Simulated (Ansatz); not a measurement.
Cell and atoms:

```xyz
16
Lattice="0.0000 8.7387 0.0000 -8.7387 0.0000 0.0000 0.0000 0.0000 11.2063" Properties=species:S:1:pos:R:3 pbc="T T T"
Sn   -2.0846    8.6646    4.5927
Sn   -2.5159    4.0764    4.2648
Sn   -6.8324    8.5641    4.3568
Sn   -6.7130    4.5823    3.8903
Sn   -4.5249    2.2206    6.9745
Sn   -4.0801    6.9986    6.8245
Sn   -8.4303    2.1986    7.3160
Sn   -0.1900    6.0575    7.1004
Se   -2.1896    0.2394    7.3114
Se   -1.9471    3.8348    6.9948
Se   -6.1790    8.6033    7.0545
Se   -6.5576    4.9210    6.5050
Se   -4.8018    2.6829    4.2467
Se   -4.0307    6.4316    4.0880
Se   -8.5311    1.8433    4.6896
Se   -0.0922    6.8963    4.4259
```

Characterise the structure given above.

It has the composition SnSe. It has 16 atoms to the cell (8 Sn, 8 Se).

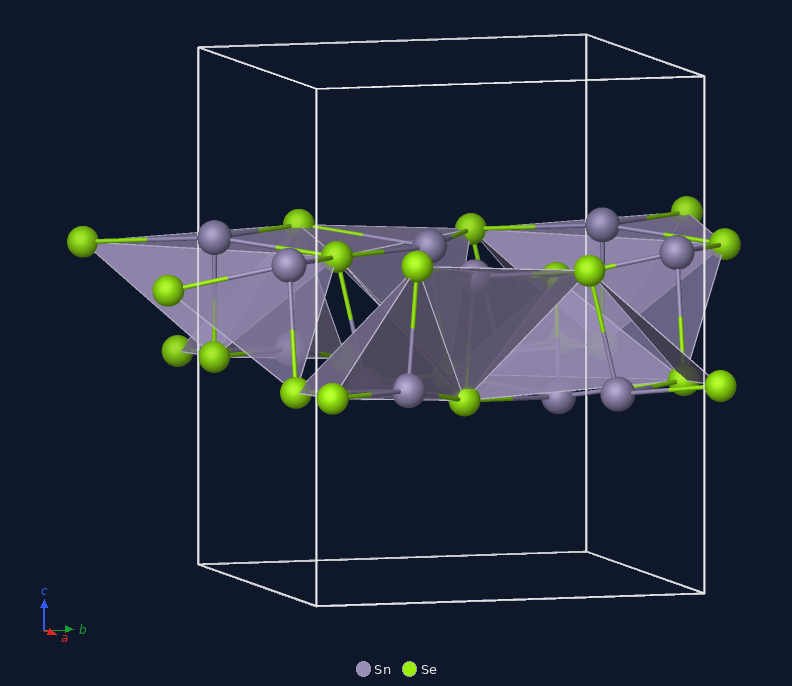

The image is a polyhedral drawing of a crystal, viewed slightly off an axis. The simulation cell is drawn as a box. A few atoms beyond the faces are included.

The cell started as a structure listed in the Materials Project. The cell was then strained or its atoms displaced on purpose. The atoms were relaxed in a fixed cell with Ansatz 0.2.0, DFT PBE+D3(BJ), scalar-relativistic, plane waves, PAW.

At this level of theory the cell isn't at rest (forces up to 1.3 eV/Å), so its distances can differ from those at equilibrium, the more so the softer the solid.
